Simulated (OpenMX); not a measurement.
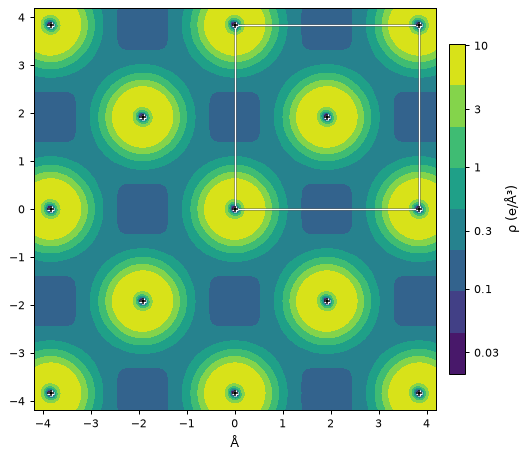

The valence electron density on a plane through atoms (crosses mark nuclei in the plane).

All numbers below come from OpenMX, Kohn-Sham DFT of a periodic cell, PBE, OpenMX 2013 PBE set.

Candidates:
A. V, a = 2.60 Å, b = 2.60 Å, c = 4.72 Å, α = 90.00°, β = 90.00°, γ = 120.00°. Space group P6₃/mmc; a structure from a database of computed crystals, not necessarily the ambient phase.
B. Pd, a = 3.84 Å, b = 3.84 Å, c = 3.84 Å, α = 90.00°, β = 90.00°, γ = 90.00°. Space group Fm-3m; computed pressure about 22 GPa in this cell.
C. Mo, a = 3.17 Å, b = 3.17 Å, c = 3.17 Å, α = 90.00°, β = 90.00°, γ = 90.00°. Space group Im-3m; a structure from a database of computed crystals, not necessarily the ambient phase; computed pressure about 2 GPa in this cell.

> Which system is this?

Candidate B: Pd on the (001) plane of the conventional cell, which holds Pd. Pd–Pd (2.72 Å): ρ at the midpoint is about 0.34 e/Å³.
